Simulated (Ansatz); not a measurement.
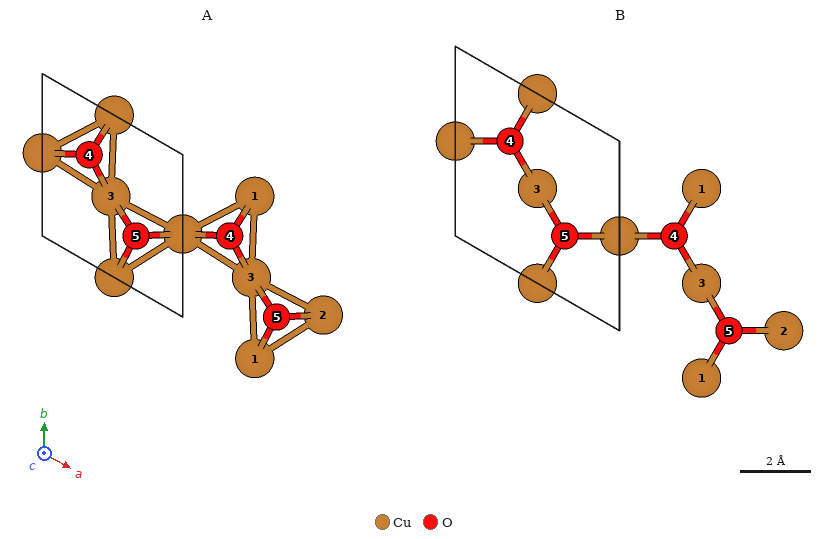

Two geometries of a crystal of Cu$_{3}$O$_{2}$ (a generated structure, set up in P-62m) (coarse preliminary run), drawn at one scale. One is the start of a relaxation, the other its converged end. The picture is a ball-and-stick view of the cell of the calculation, repeated 2 × 1 × 1 with one cell outlined, seen along the c axis.

Method: DFT PBE, scalar-relativistic, plane waves, PAW in Ansatz. Settings: plane-wave cutoff 420 eV; k-point mesh 6 × 6 × 6; occupations gaussian; smearing width 0.1 eV; collinear spin; cell and atoms relaxed; force threshold 0.04 eV/Å; at most 70 steps.

**Which of the two is the end point?**

Structure B is the relaxed one. After 7 accepted moves (9 points after the start) the energy has fallen by 325 meV per atom. Largest force component: 0.068 eV/Å at the start, 0.00015 eV/Å at the end. The pressure goes from 3.66 to −0.05 GPa. The SCF was repeated twice at an unchanged geometry on a basis and grid sized afresh for the cell, which shifted the energy by 26.4 meV per atom at most. The largest moves relative to the cell, 0.065 Å, are those of Cu1, Cu2 and Cu3. Cu1 goes along −a. O stays in place. Cell: a = b 4.653 → 5.437 Å (+16.8 %), c 3.391 → 2.766 Å (−18.4 %). Volume +11.4 %. Some distances before and after: Cu1–Cu2 2.329 → 2.719 Å, Cu1–O4 2.164 → 2.092 Å. Among the angles between lasting bonds that change: O4–Cu1–O5 76.7° → 97.2°, O4–Cu1–O4 103.2° → 82.8°, Cu1–O4–Cu1 103.2° → 82.8°. The space group (tolerance 0.01 Å) goes from P-62m (No. 189) to P6/mmm (No. 191). The program noted that the starting moments weren't kept. The run may lie on a higher electronic state than the lowest, so the end point isn't shown to be the ground-state structure.
